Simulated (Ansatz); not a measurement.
## Run report: C, geometry relaxation (part 1 of 2)

The run: geometry relaxation of C (Fmmm, 2 atoms in the cell). Method and program: DFT PBE+D3(BJ), scalar-relativistic, plane waves, PAW, no spin polarisation (Ansatz 0.2.0).

The structure derives from an entry of the Crystallography Open Database. Figures and captions count atoms from 1; the log counts them from 0 in places.

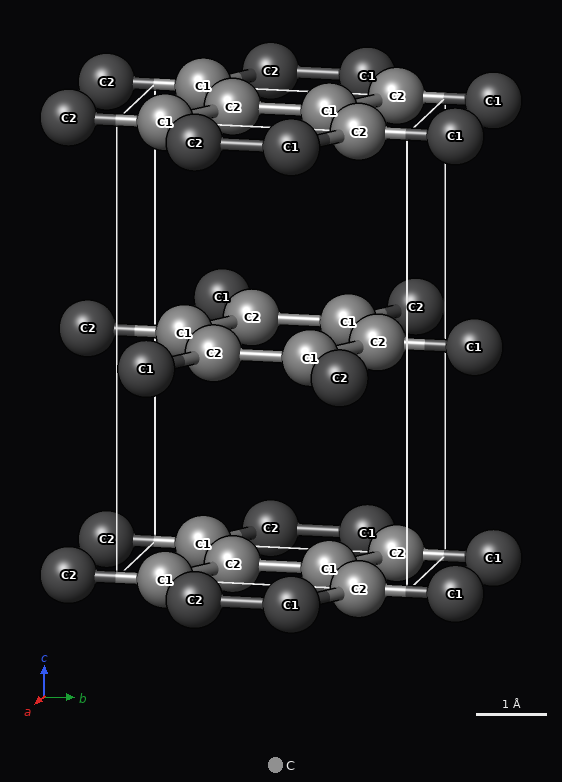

Figure 1. The structure as given in the input (ball-and-stick view of the cell 4 times as large as that of the calculation, set on its symmetry axes, seen slightly off an axis; neighbours outside the cell are drawn fainter; atoms are numbered from 1 in the order of the input). An atom can appear more than once, as a periodic image. Near neighbours in the periodic cell (some may lie outside the picture): C has 3 C at 1.42 Å.

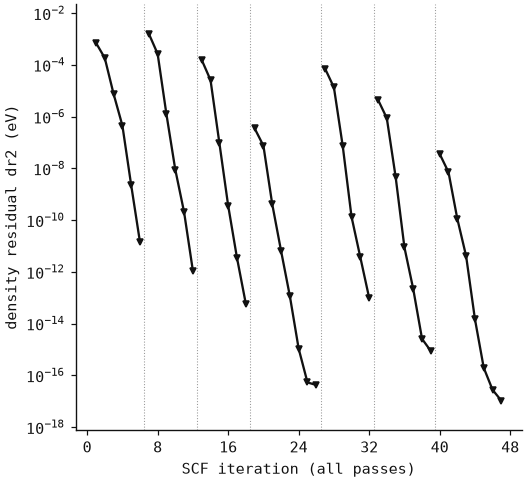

Figure 2. Convergence of the self-consistent field: density residual dr2 against the SCF iteration. The dotted lines part the SCF passes of the relaxation: geometry steps, rejected trials and re-solves on a re-selected basis. The 7 passes take 6 to 8 iterations each, 47 in all.

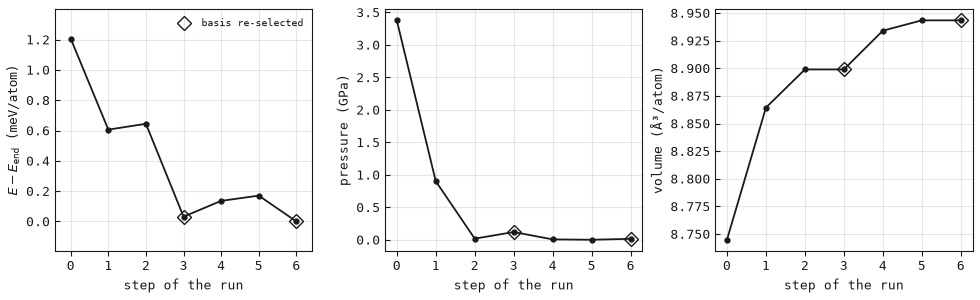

Figure 3. Progress of the relaxation, step by step (the first geometry is step 0 here and step 1 in the log).

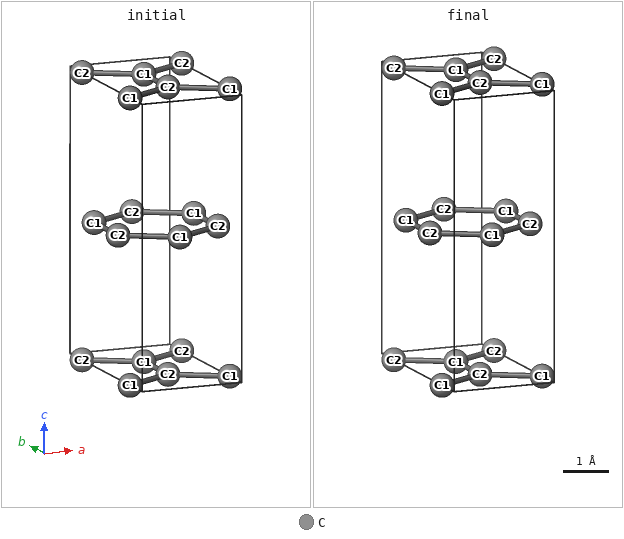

Figure 4. Before (left) and after (right) the relaxation, at one scale (ball-and-stick view of the cell 4 times as large as that of the calculation, set on its symmetry axes, seen slightly off an axis). The energy falls by 1.0 meV per atom in 4 geometry steps. The largest force component goes from 0.031 to 0.00018 eV/Å. The pressure goes from 3.38 to 0.02 GPa. 1 further SCF at an unchanged geometry re-selected the plane-wave basis for the new cell. No atom moves by more than 0.005 Å relative to the cell. The volume changes by +2.3 %, with a 2.456 → 2.465 Å (+0.4 %), b 4.254 → 4.269 Å (+0.4 %), c 6.696 → 6.799 Å (+1.5 %). Distances before and after: C1–C2 1.418 → 1.423 Å. The space group stays Fmmm (No. 69). The energy change given includes the shifts at the re-selections in mid-walk, which come without any move. A last SCF at the same geometry on a re-selected plane-wave basis shifts the energy by −0.2 meV per atom. (Atoms are counted from 1 in the order of the input.)

The input and output of the run follow.

**Input file**
```yaml
crystal:
  lattice:
    - [0.0, 2.127, 3.348]
    - [1.228, 0.0, 3.348]
    - [1.228, 2.127, 0.0]
  atoms:
    - { symbol: C, position: [0.16667, 0.83333, 0.16667] }
    - { symbol: C, position: [0.83333, 0.16667, 0.83333] }
basis:
  ecutwfc: 420
kpoints:
  mp_grid: { grid: [14, 14, 14] }
hamiltonian:
  xc: pbe
  dispersion: d3bj
scf:
  occupations: { method: gaussian, width: 0.02 }
output:
  forces: true
  stress: true
  eigenvalues: true
relax:
  adjacent_minimum: "off"
  f_tol: 0.005
  max_steps: 80
  cell: { stress_tol: 0.05 }
```

Launched with:
```bash
ansatz run input.yaml --threads 2 --pin off --max-ram 5120MiB --backend cpu --events-out ev --progress --plain --runs-dir out
```

**Output**
```
Engine: ansatz 0.2.0, x86_64-unknown-linux-gnu
Pseudopotentials: kind: paw
Pseudopotential: C, paw, valence charge 4, recommended cutoff 420 eV (normal), C.paw.azcp
Functional definition: PBE
  parameter kappa = 0.804
  parameter beta = 0.06672455060314922
  exchange = pbe_x(kappa = kappa, mu = beta*pi^2/3)
  correlation = pbe_c(beta = beta)
Crystal: 2 atoms, lattice volume = 17.490 Å³
Basis set: ecut = 420 eV, 333 PW (Γ), exchange–correlation on 54×48×36 points (8 copies of the dense FFT grid, shifted against one another)
Bands: 8, of which v1, the nominal top of the filled ones, is band 4 counted from 1 (3 counted from 0)
Symmetry: 8 space group operations
Space group: Fmmm (ITA 69), of the structure as read, at distance tolerance 2.6e-5 Å
k-points: 428 of 2744
Non-local potential: C, projectors of the file, l = 0: 2, l = 1: 2, l = 2: 1
PAW form: soft (Blöchl's): semilocal exchange-correlation on the pseudo side does not see the compensation charge
PAW one-centre angular grid: C, 110 points (default); XC on 64 Gauss nodes
Initial density: superposition of atomic densities (neutral atoms: chi_scale 0, normalization atom), corrected by the library's trained network
Initial wavefunctions: pseudopotential atomic-orbital guess
Functional: x = pbe(κ = 0.804, μ = 0.2195149727645171), c = pbe(β = 0.06672455060314922)
SCF iter   1: F=—  HF=-502.164807 eV  |F-HF|=—  |Δ(HF+E_count)|=         —  Δρ=2.27e-3  dr2=7.19e-4  ethr=1.77e-3  ⟨swp⟩=4.9  Hψ=23049  notcnv=0
preconditioner: auto → none  [insulator: Δε(μ)=0.359 eV  Ē_g=18.538 eV  σ=0.020 eV  W_gap=1.00  n_scr=2 (ndim 8)  ℏωp=25.1 eV  f_vac=0.005  D(μ)=0.00/eV (n_scr^D=0)  ε∞_Penn≈2.8]
SCF iter   2: F=—  HF=-502.165331 eV  |F-HF|=—  |Δ(HF+E_count)|=   5.24e-4  Δρ=1.18e-3  dr2=1.86e-4  ethr=8.99e-6  ⟨swp⟩=2.9  Hψ=10132  notcnv=0
SCF iter   3: F=—  HF=-502.165427 eV  |F-HF|=—  |Δ(HF+E_count)|=   9.60e-5  Δρ=2.49e-4  dr2=7.62e-6  ethr=2.33e-6  ⟨swp⟩=2.0  Hψ=6431  notcnv=0
SCF iter   4: F=—  HF=-502.165431 eV  |F-HF|=—  |Δ(HF+E_count)|=   4.51e-6  Δρ=8.05e-5  dr2=4.55e-7  ethr=9.52e-8  ⟨swp⟩=2.2  Hψ=5025  notcnv=0
iter 5 did not close the SCF: its close was put off for the readings that it lacked (scf_convergence_deferred on its scf_iter line)
SCF iter   5: F=-502.165432 eV  HF=-502.165432 eV  |F-HF|=5.10e-10  |Δ(HF+E_count)|=   2.77e-7  Δρ=4.83e-6  dr2=2.24e-9  ethr=5.69e-9  ⟨swp⟩=2.3  Hψ=4909  notcnv=0
SCF iter   6: F=-502.165432 eV  HF=-502.165432 eV  |F-HF|=4.32e-11  |Δ(HF+E_count)|=  9.25e-10  Δρ=4.67e-7  dr2=1.39e-11  ethr=2.80e-11  ⟨swp⟩=2.0  Hψ=10982  notcnv=0
SCF 1 converged in 6 iterations: F = -502.165432 eV  dr2 = 1.39e-11
  greatest PAW one-centre occupation: 0.675 electrons in one spin orbital (limit 2), on the C atom at site 1 (counted from 0), in its partial waves of l = 0
relax step   1: F+E_penalty+E_count = -502.16543160 eV  Δ(F+E_penalty+E_count) = +0.000e0 eV  max|allowed force component| = 3.111e-2 eV/Å  Δτ_max = 0.0000 Å  P = +3.377 GPa  Ω = 17.490 Å³  (6 SCF iters, dr2 threshold 1.00e-7 eV, accepted)
Crystal: 2 atoms, lattice volume = 17.729 Å³
Initial density: handed on by an earlier stage of this run
Initial wavefunctions: those handed on with the density
iter 1 solved again at ethr=2.16e-5 eV; its pass at ethr=3.10e-3 eV (dr2=1.72e-3 eV) is discarded
SCF iter   1: F=—  HF=-502.167280 eV  |F-HF|=—  |Δ(HF+E_count)|=         —  Δρ=2.63e-3  dr2=1.61e-3  ethr=2.16e-5  ⟨swp⟩=1.0  Hψ=30711  notcnv=0
preconditioner: auto → none  [insulator: Δε(μ)=0.382 eV  Ē_g=18.402 eV  σ=0.020 eV  W_gap=1.00  n_scr=2 (ndim 8)  ℏωp=24.9 eV  f_vac=0.009  D(μ)=0.00/eV (n_scr^D=0)  ε∞_Penn≈2.8]
SCF iter   2: F=—  HF=-502.166718 eV  |F-HF|=—  |Δ(HF+E_count)|=   5.62e-4  Δρ=1.03e-3  dr2=2.69e-4  ethr=2.01e-5  ⟨swp⟩=3.0  Hψ=6310  notcnv=0
SCF iter   3: F=—  HF=-502.166623 eV  |F-HF|=—  |Δ(HF+E_count)|=   9.47e-5  Δρ=1.06e-4  dr2=1.23e-6  ethr=3.37e-6  ⟨swp⟩=2.8  Hψ=5206  notcnv=0
SCF iter   4: F=—  HF=-502.166633 eV  |F-HF|=—  |Δ(HF+E_count)|=   9.80e-6  Δρ=8.57e-6  dr2=9.06e-9  ethr=1.53e-8  ⟨swp⟩=2.7  Hψ=5154  notcnv=0
iter 5 did not close the SCF: its close was put off for the readings that it lacked (scf_convergence_deferred on its scf_iter line)
SCF iter   5: F=-502.166633 eV  HF=-502.166633 eV  |F-HF|=1.82e-10  |Δ(HF+E_count)|=  7.97e-10  Δρ=1.46e-6  dr2=2.06e-10  ethr=1.13e-10  ⟨swp⟩=2.4  Hψ=4692  notcnv=0
SCF iter   6: F=-502.166633 eV  HF=-502.166633 eV  |F-HF|=1.99e-12  |Δ(HF+E_count)|=  2.30e-10  Δρ=1.09e-7  dr2=1.10e-12  ethr=2.58e-12  ⟨swp⟩=1.0  Hψ=10320  notcnv=0
SCF 2 converged in 6 iterations: F = -502.166633 eV  dr2 = 1.10e-12
  greatest PAW one-centre occupation: 0.673 electrons in one spin orbital (limit 2), on the C atom at site 1 (counted from 0), in its partial waves of l = 0
relax step   2: F+E_penalty+E_count = -502.16663301 eV  Δ(F+E_penalty+E_count) = -1.201e-3 eV  max|allowed force component| = 1.459e-2 eV/Å  Δτ_max = 0.0002 Å  P = +0.902 GPa  Ω = 17.729 Å³  energy of the carried Pulay correction = -8.076e-4 eV  (6 SCF iters, dr2 threshold 2.00e-7 eV, accepted)
Crystal: 2 atoms, lattice volume = 17.798 Å³
iter 1 solved again at ethr=2.03e-6 eV; its pass at ethr=3.10e-3 eV (dr2=1.62e-4 eV) is discarded
SCF iter   1: F=—  HF=-502.166614 eV  |F-HF|=—  |Δ(HF+E_count)|=         —  Δρ=8.37e-4  dr2=1.56e-4  ethr=2.03e-6  ⟨swp⟩=1.0  Hψ=29114  notcnv=0
preconditioner: auto → none  [insulator: Δε(μ)=0.392 eV  Ē_g=18.382 eV  σ=0.020 eV  W_gap=1.00  n_scr=2 (ndim 8)  ℏωp=24.9 eV  f_vac=0.006  D(μ)=0.00/eV (n_scr^D=0)  ε∞_Penn≈2.8]
SCF iter   2: F=—  HF=-502.166565 eV  |F-HF|=—  |Δ(HF+E_count)|=   4.87e-5  Δρ=3.29e-4  dr2=2.60e-5  ethr=1.95e-6  ⟨swp⟩=1.9  Hψ=4477  notcnv=0
iter 3 did not close the SCF: its close was put off for the readings that it lacked (scf_convergence_deferred on its scf_iter line)
SCF iter   3: F=-502.166556 eV  HF=-502.166556 eV  |F-HF|=1.10e-7  |Δ(HF+E_count)|=   9.52e-6  Δρ=3.22e-5  dr2=9.84e-8  ethr=3.25e-7  ⟨swp⟩=2.8  Hψ=5166  notcnv=0
iter 4 did not close the SCF: its close was put off for the readings that it lacked (scf_convergence_deferred on its scf_iter line)
SCF iter   4: F=-502.166556 eV  HF=-502.166556 eV  |F-HF|=6.84e-11  |Δ(HF+E_count)|=   1.18e-7  Δρ=1.84e-6  dr2=3.68e-10  ethr=1.23e-9  ⟨swp⟩=2.6  Hψ=5111  notcnv=0
iter 5 did not close the SCF: its close was put off for the readings that it lacked (scf_convergence_deferred on its scf_iter line)
SCF iter   5: F=-502.166556 eV  HF=-502.166556 eV  |F-HF|=1.18e-11  |Δ(HF+E_count)|=  1.08e-10  Δρ=2.07e-7  dr2=3.52e-12  ethr=4.60e-12  ⟨swp⟩=2.8  Hψ=5189  notcnv=0
SCF iter   6: F=-502.166556 eV  HF=-502.166556 eV  |F-HF|=2.84e-13  |Δ(HF+E_count)|=  1.32e-11  Δρ=2.49e-8  dr2=5.98e-14  ethr=1.00e-12  ⟨swp⟩=1.0  Hψ=8603  notcnv=0
SCF 3 converged in 6 iterations: F = -502.166556 eV  dr2 = 5.98e-14
relax step   3: F+E_penalty+E_count = -502.16655599 eV  Δ(F+E_penalty+E_count) = +7.702e-5 eV  max|allowed force component| = 4.036e-3 eV/Å  Δτ_max = 0.0001 Å  P = +0.018 GPa  Ω = 17.798 Å³  energy of the carried Pulay correction = -1.039e-3 eV  (6 SCF iters, dr2 threshold 2.00e-7 eV, accepted)
Basis set: ecut = 420 eV, 333 PW (Γ), exchange–correlation on 54×50×36 points (8 copies of the dense FFT grid, shifted against one another)
Initial wavefunctions: pseudopotential atomic-orbital guess (no wavefunctions were taken with the density)
iter 1 solved again at ethr=1.43e-7 eV; its pass at ethr=3.10e-3 eV (dr2=1.15e-5 eV) is discarded
SCF iter   1: F=—  HF=-502.167778 eV  |F-HF|=—  |Δ(HF+E_count)|=         —  Δρ=1.16e-4  dr2=3.54e-7  ethr=1.43e-7  ⟨swp⟩=2.7  Hψ=32392  notcnv=0
preconditioner: auto → none  [insulator: Δε(μ)=0.393 eV  Ē_g=18.388 eV  σ=0.020 eV  W_gap=1.00  n_scr=2 (ndim 8)  ℏωp=24.9 eV  f_vac=0.006  D(μ)=0.00/eV (n_scr^D=0)  ε∞_Penn≈2.8]
SCF iter   2: F=—  HF=-502.167782 eV  |F-HF|=—  |Δ(HF+E_count)|=   4.21e-6  Δρ=5.80e-5  dr2=7.57e-8  ethr=4.43e-9  ⟨swp⟩=2.3  Hψ=4924  notcnv=0
SCF iter   3: F=—  HF=-502.167782 eV  |F-HF|=—  |Δ(HF+E_count)|=   4.02e-7  Δρ=4.20e-6  dr2=4.19e-10  ethr=9.46e-10  ⟨swp⟩=2.2  Hψ=5095  notcnv=0
iter 4 did not close the SCF: its close was put off for the readings that it lacked (scf_convergence_deferred on its scf_iter line)
SCF iter   4: F=-502.167782 eV  HF=-502.167782 eV  |F-HF|=1.54e-11  |Δ(HF+E_count)|=   2.71e-9  Δρ=3.16e-7  dr2=6.60e-12  ethr=5.24e-12  ⟨swp⟩=2.1  Hψ=5160  notcnv=0
iter 5 did not close the SCF: its close was put off for the readings that it lacked (scf_convergence_deferred on its scf_iter line)
SCF iter   5: F=-502.167782 eV  HF=-502.167782 eV  |F-HF|=3.41e-13  |Δ(HF+E_count)|=  1.55e-11  Δρ=2.04e-8  dr2=1.17e-13  ethr=1.00e-12  ⟨swp⟩=1.0  Hψ=3436  notcnv=0
iter 6 did not close the SCF: its close was put off for the readings that it lacked (scf_convergence_deferred on its scf_iter line)
SCF iter   6: F=-502.167782 eV  HF=-502.167782 eV  |F-HF|=3.41e-13  |Δ(HF+E_count)|=  4.55e-13  Δρ=2.93e-9  dr2=1.08e-15  ethr=1.00e-12  ⟨swp⟩=1.0  Hψ=3424  notcnv=0
iter 7 did not close the SCF: its close was put off for the readings that it lacked (scf_convergence_deferred on its scf_iter line)
SCF iter   7: F=-502.167782 eV  HF=-502.167782 eV  |F-HF|=5.68e-14  |Δ(HF+E_count)|=  1.71e-13  Δρ=7.23e-10  dr2=5.34e-17  ethr=1.00e-12  ⟨swp⟩=1.0  Hψ=3424  notcnv=0
SCF iter   8: F=-502.167782 eV  HF=-502.167782 eV  |F-HF|=1.14e-13  |Δ(HF+E_count)|=  5.68e-14  Δρ=5.08e-10  dr2=4.24e-17  ethr=1.00e-12  ⟨swp⟩=2.6  Hψ=10410  notcnv=0
SCF 4 converged in 8 iterations: F = -502.167782 eV  dr2 = 4.24e-17
```
